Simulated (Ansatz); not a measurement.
**Run report: CaSe, band-structure calculation (part 2 of 2)**

CaSe (2 atoms in the cell); DFT, HSE06, plane waves, PAW, no spin polarisation (Ansatz 0.2.0); cutoff 420 eV, 6×6×6 k-mesh, fixed occupations. The structure derives from an entry of the Crystallography Open Database. The geometry comes from this level: r2SCAN (a point of a series of strains). It belongs to a series of runs on one base structure; here: biaxial_xy strain -1.1%.

Geometry of the input (Å; fractional positions):
```
0.0000  2.9337  2.9675
2.9337  0.0000  2.9675
2.9337  2.9337  0.0000
Ca 0.0000  0.0000  0.0000
Se 0.5000  0.5000  0.5000
```

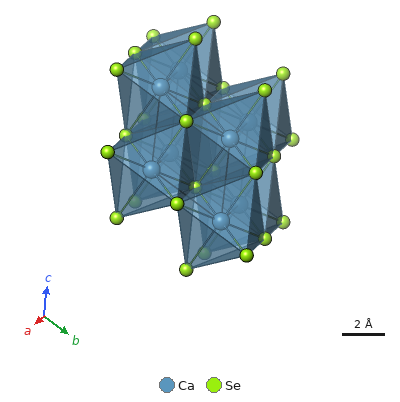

The input geometry (polyhedral view of the reduced cell, seen slightly off an axis; polyhedra are completed across the faces of the cell).

## The program's output, continued
```
SCF iter   1: F=—  HF=-7292.541208 eV  |F-HF|=—  |Δ(HF+E_count)|=         —  Δρ=3.81e-3  dr2=1.65e-2  ethr=1.58e-6  ⟨swp⟩=9.0  Hψ=2826  notcnv=0
preconditioner: auto → none  [insulator: Δε(μ)=3.031 eV  Ē_g=10.785 eV  n_scr=14 (ndim 8)  ℏωp=14.7 eV  f_vac=0.000]
SCF iter   2: F=—  HF=-7292.530112 eV  |F-HF|=—  |Δ(HF+E_count)|=   1.11e-2  Δρ=2.07e-3  dr2=1.68e-3  ethr=1.58e-6  ⟨swp⟩=5.0  Hψ=2154  notcnv=0  defer=1
SCF iter   3: F=—  HF=-7292.536891 eV  |F-HF|=—  |Δ(HF+E_count)|=   6.78e-3  Δρ=1.15e-3  dr2=5.02e-4  ethr=1.58e-6  ⟨swp⟩=4.9  Hψ=1884  notcnv=0
SCF iter   4: F=—  HF=-7292.536715 eV  |F-HF|=—  |Δ(HF+E_count)|=   1.76e-4  Δρ=5.21e-4  dr2=8.23e-5  ethr=1.58e-6  ⟨swp⟩=3.8  Hψ=1316  notcnv=0  defer=24
SCF iter   5: F=—  HF=-7292.536699 eV  |F-HF|=—  |Δ(HF+E_count)|=   1.59e-5  Δρ=2.85e-5  dr2=1.73e-5  ethr=2.80e-7  ⟨swp⟩=3.2  Hψ=1263  notcnv=0
SCF iter   6: F=—  HF=-7292.536906 eV  |F-HF|=—  |Δ(HF+E_count)|=   2.07e-4  Δρ=1.29e-4  dr2=1.74e-5  ethr=7.99e-10  ⟨swp⟩=7.4  Hψ=2480  notcnv=0  defer=43
SCF iter   7: F=-7292.536899 eV  HF=-7292.536899 eV  |F-HF|=5.97e-7  |Δ(HF+E_count)|=   7.09e-6  Δρ=1.14e-5  dr2=2.12e-7  ethr=7.99e-10  ⟨swp⟩=5.0  Hψ=2004  notcnv=0
SCF 2 stopped early in 7 iterations: F = -7292.536899 eV  dr2 = 2.12e-7
hybrid outer 1: dexx = +8.405e-3 eV, tail = 3.54e-5 eV
Exchange kernel: α = 0.2500, screened, ω = 0.2079 Å⁻¹, Wigner–Seitz truncation, v(0) = 1046.7704 eV·Å³, q-mesh 6×6×6, nearest image of the exchange supercell L = 24.89 Å, pair-density grid 15×15×15, without the augmentation charges, whose exchange is taken in its separable form by FFT convolution over the k-point mesh (sized by the pseudopotential files, 24×24×24 at the most), smooth part of the exact exchange by density-matrix convolution
Frozen-core exchange: fock
SCF iter   1: F=—  HF=-7292.537017 eV  |F-HF|=—  |Δ(HF+E_count)|=         —  Δρ=4.20e-5  dr2=7.95e-7  ethr=6.80e-7  ⟨swp⟩=4.5  Hψ=1361  notcnv=0
preconditioner: auto → none  [insulator: Δε(μ)=2.937 eV  Ē_g=10.633 eV  n_scr=14 (ndim 8)  ℏωp=14.7 eV  f_vac=0.000]
SCF iter   2: F=—  HF=-7292.537017 eV  |F-HF|=—  |Δ(HF+E_count)|=   2.43e-7  Δρ=1.50e-5  dr2=7.57e-8  ethr=2.78e-9  ⟨swp⟩=4.1  Hψ=1882  notcnv=0
SCF iter   3: F=—  HF=-7292.537018 eV  |F-HF|=—  |Δ(HF+E_count)|=   3.18e-7  Δρ=1.83e-6  dr2=3.19e-9  ethr=1.03e-10  ⟨swp⟩=5.9  Hψ=1916  notcnv=0  defer=10
SCF iter   4: F=-7292.537018 eV  HF=-7292.537018 eV  |F-HF|=3.28e-10  |Δ(HF+E_count)|=   1.39e-8  Δρ=9.00e-7  dr2=1.02e-9  ethr=9.06e-12  ⟨swp⟩=4.0  Hψ=1690  notcnv=0
SCF 3 converged in 4 iterations: F = -7292.537018 eV  dr2 = 1.02e-9
  Residual-converged pass: ⟨swp⟩=2.0  Hψ=914  notcnv=0  max |occ|·‖R‖ = 2.3e-6 eV (tolerance 2.4e-6 eV)  dr2=1.02e-9  dr2_onsite=7.58e-11  max |Δocc| = 0.0e0
hybrid outer 2: dexx = +4.391e-7 eV, tail = 9.95e-9 eV, Δε = 2.86e-3 eV (about 7.37e-5 eV left of the loop's levels)
the search or the solves at the SCF's close seem to have found levels that the self-consistency loop had missed (the run counts 2). By its estimate they hold under 1e-12 electrons; where the run keeps them, the occupations were computed again with them
NSCF: frozen V_eff on 7 k-points
hybrid SCF converged: 2 outer / 11 inner (+2 warm-up), last move |dexx| = 4.39e-7 eV, tail = 9.95e-9 eV
Stability not checked: this state was not tested for a lower state beside it, because the functional holds exact exchange (a hybrid, or Hartree-Fock), whose exchange loop this test does not read (fock_operator; see scf.lower_state_search)
Free energy (F): -7292.537018 eV
Frozen-core exchange: fock
Harris-Foulkes:  -7292.537018 eV  (|F-HF|=3.28e-10)
Internal energy: -7292.537018 eV  (E = F + TS)
E sigma→0 (E₀):  -7292.537018 eV
Fermi energy:    6.666526 eV
--- Per-component energies (eV) ---
  E_band       = -575.948270
  E_kinetic    = 398.240475
  E_local      = -3186.149319  (includes V_loc(G=0)·N_el)
  E_nonlocal   = -534.297594
  E_hartree    = 1465.335161
  E_xc         = -194.939949
  E_vxc        = -216.426680  (∫ρ·V_xc dr)
  E_exx        = -97.183171  (= α·E_x^exact, valence–valence)
  E_paw        = -2720.918917  (= ΣΔE_a)
  E_vpaw       = 226.381473  (= ΣTr[D̂ρ^β])
  E_aug_tail   = -0.000601  (compensation charges beyond the density's cutoff)
  E_ewald      = -2421.399897
  E_core_change = -1.223205  (= ΣΔE_core)
  E_smearing   = -0.000000  (= −TS)
  E_closure    = -0.000000  (closes the sum)
  Σ components = -7292.537018   (vs F -7292.537018, Δ=-9.09e-13)
--- Forces (eV/Å), atoms counted from 1 ---
  atom   1  Ca    -0.00000000    -0.00000000    -0.00000000
  atom   2  Se    -0.00000000     0.00000000     0.00000000
  max |Σ_I F_I| component: 1.42e-29 eV/Å
--- Stress (GPa, compression-positive) ---
        1.827402       0.000000       0.000000
        0.000000       1.827402       0.000000
        0.000000       0.000000       0.650775
  P = ⅓ Tr σ = 1.4352 GPa (14.352 kbar)
--- Band table (eV; the first three rows and the last of 30) ---
  k-point 0: bands = ["-42.7732", "-42.7712", "-42.7677", "-42.7677", "-42.7660", "-36.1344", "-15.6517", "-15.6511", "-15.6511", "-6.2722", "6.6657", "6.6665", "6.6665", "11.0324", "11.5214", "11.6080", "11.6080"]
  k-point 1: bands = ["-42.7732", "-42.7712", "-42.7677", "-42.7677", "-42.7660", "-36.1324", "-15.6859", "-15.6533", "-15.6523", "-6.0836", "5.4085", "6.2629", "6.2655", "11.3978", "11.9676", "12.0119", "12.6171"]
  k-point 2: bands = ["-42.7731", "-42.7712", "-42.7677", "-42.7677", "-42.7660", "-36.1285", "-15.7536", "-15.6571", "-15.6547", "-5.6724", "3.7215", "5.6398", "5.6434", "11.6353", "12.9541", "12.9731", "14.1406"]
  k-point 29: bands = ["-42.7733", "-42.7712", "-42.7675", "-42.7675", "-42.7661", "-36.1238", "-15.7478", "-15.6884", "-15.6884", "-5.5914", "3.7995", "5.6387", "5.6387", "9.6111", "12.7657", "13.1409", "14.3498"]
```

## File bands.tsv
```
# k_distance	band_0	band_1	band_2	band_3	band_4	band_5	band_6	band_7	band_8	band_9	band_10	band_11	band_12	band_13	band_14	band_15	band_16
# fermi_ev = 6.666526
# lock_threshold_ev = 1e-6
# [0, 0, 0] at k_distance = 0.000000
# [0.5, 0, 0.5] at k_distance = 1.070863
# [0.625, 0.25, 0.625] at k_distance = 1.447319
# [0.375, 0.375, 0.75] at k_distance = 2.101846
# [0.5, 0.5, 0.5] at k_distance = 2.752639
# [0.5, 0.25, 0.75] at k_distance = 3.505550
# [0, 0.5, 0.5] at k_distance = 4.702812
# levels_relative_to = fermi_ev
# free_energy_ev = -7292.537018
# largest_residual_norms_ev = 7.489e-5 6.828e-5 7.190e-5 7.331e-5 7.506e-5 8.892e-5 2.732e-4 2.737e-4 2.738e-4 2.441e-4 1.372e-3 1.048e-3 9.912e-4 1.166e-3 9.422e-4 9.505e-4 9.503e-4
0.000000	-49.439704	-49.437772	-49.434240	-49.434240	-49.432568	-42.800898	-22.318193	-22.317627	-22.317627	-12.938769	-0.000800	0.000000	0.000000	4.365906	4.854894	4.941434	4.941434
1.070863	-49.439658	-49.437842	-49.434256	-49.434072	-49.432372	-42.789840	-22.415276	-22.358749	-22.355969	-12.242779	-2.831393	-1.089526	-1.055077	2.936732	6.070783	6.511009	7.703400
1.447319	-49.439659	-49.437811	-49.434210	-49.434099	-49.432403	-42.790270	-22.398313	-22.387524	-22.345335	-12.156559	-2.520673	-2.258141	-1.234784	4.312702	7.053164	7.262039	7.367761
2.101846	-49.439754	-49.437707	-49.434099	-49.434098	-49.432529	-42.790573	-22.397408	-22.388010	-22.342752	-12.158864	-2.552229	-2.261576	-1.212685	4.337170	7.040921	7.326061	7.375527
2.752639	-49.439658	-49.437733	-49.434157	-49.434153	-49.432467	-42.793123	-22.453171	-22.325442	-22.322478	-12.111088	-3.639017	-1.283561	-1.280034	5.399595	7.013665	7.108971	7.136299
3.505550	-49.439723	-49.437739	-49.434164	-49.434071	-49.432477	-42.790225	-22.384871	-22.384798	-22.363742	-12.139350	-2.229146	-2.197049	-1.855217	5.677267	5.677843	6.498527	7.333213
4.702812	-49.439658	-49.437842	-49.434256	-49.434072	-49.432372	-42.789840	-22.415276	-22.358749	-22.355969	-12.242779	-2.831393	-1.089526	-1.055077	2.936732	6.070783	6.511009	7.703400
```

## File rho_z.tsv
```
# z_ang	rho[e/angstrom^3]
# format = ansatz-planar-average/11
# lattice	0.000000000	2.933700753	2.967530602
# lattice	2.933700753	0.000000000	2.967530602
# lattice	2.933700753	2.933700753	0.000000000
# sites	2
# site	20	0.000000000	0.000000000	0.000000000
# site	34	2.933700753	2.933700753	2.967530602
0.000000	5.746539e-1
0.138296	5.582874e-1
0.276592	5.112421e-1
0.414888	4.414423e-1
0.553184	3.627542e-1
0.691480	2.915322e-1
0.829776	2.413441e-1
0.968072	2.172599e-1
1.106368	2.186635e-1
1.244664	2.480846e-1
1.382960	3.163745e-1
1.521256	4.455291e-1
1.659552	6.598768e-1
1.797848	9.481322e-1
1.936144	1.219907e0
2.074440	1.334442e0
2.212736	1.219907e0
2.351032	9.481322e-1
2.489328	6.598768e-1
2.627624	4.455291e-1
2.765920	3.163745e-1
2.904216	2.480846e-1
3.042512	2.186635e-1
3.180808	2.172599e-1
3.319104	2.413441e-1
3.457399	2.915322e-1
3.595695	3.627542e-1
3.733991	4.414423e-1
3.872287	5.112421e-1
4.010583	5.582874e-1
```

## File v_z.tsv
```
# z_ang	v_es[eV]	v_tot[eV]
# format = ansatz-planar-average/11
# xc	hse06
# density_cutoff_ev	1680
# datasets	Ca=:simpson_from_first_knot:soft:fock:shift=0	Se=:simpson_from_first_knot:soft:fock:shift=0
# lattice	0.000000000	2.933700753	2.967530602
# lattice	2.933700753	0.000000000	2.967530602
# lattice	2.933700753	2.933700753	0.000000000
# sites	2
# site	20	0.000000000	0.000000000	0.000000000
# site	34	2.933700753	2.933700753	2.967530602
0.000000	9.815367e-1	-6.808097e0
0.138296	1.191416e0	-6.579975e0
0.276592	1.793238e0	-5.929497e0
0.414888	2.704738e0	-4.947367e0
0.553184	3.792720e0	-3.770973e0
0.691480	4.885251e0	-2.580101e0
0.829776	5.771354e0	-1.604281e0
0.968072	6.237925e0	-1.086243e0
1.106368	6.288669e0	-1.051792e0
1.244664	6.151367e0	-1.284521e0
1.382960	6.051175e0	-1.542232e0
1.521256	6.062260e0	-1.724307e0
1.659552	6.133649e0	-1.867572e0
1.797848	6.210752e0	-1.992550e0
1.936144	6.265435e0	-2.068467e0
2.074440	6.285399e0	-2.088793e0
2.212736	6.265435e0	-2.068467e0
2.351032	6.210752e0	-1.992550e0
2.489328	6.133649e0	-1.867572e0
2.627624	6.062260e0	-1.724307e0
2.765920	6.051175e0	-1.542232e0
2.904216	6.151367e0	-1.284521e0
3.042512	6.288669e0	-1.051792e0
3.180808	6.237925e0	-1.086243e0
3.319104	5.771354e0	-1.604281e0
3.457399	4.885251e0	-2.580101e0
3.595695	3.792720e0	-3.770973e0
3.733991	2.704738e0	-4.947367e0
3.872287	1.793238e0	-5.929497e0
4.010583	1.191416e0	-6.579975e0
```

## Results in brief

```tsv
quantity	value
outcome	converged
space group (tolerance 0.01 Å)	I4/mmm (139)
electrons treated	26
free energy	−7292.5370 eV
Fermi energy	6.667 eV
gap on the k-point mesh	2.94 eV
pressure	1.44 GPa
largest force (length of the vector)	under 0.001 eV/Å
hardware	4 threads of Arm Neoverse V1, 24 GiB of memory available, shared host
wall time	36 s (CPU time 2.2 min)
peak memory	1.5 GiB
```

## Remarks

Warnings of the run: the exchange loop's threshold is looser than advised for the stress; the SCF threshold is looser than advised for the printed stress.
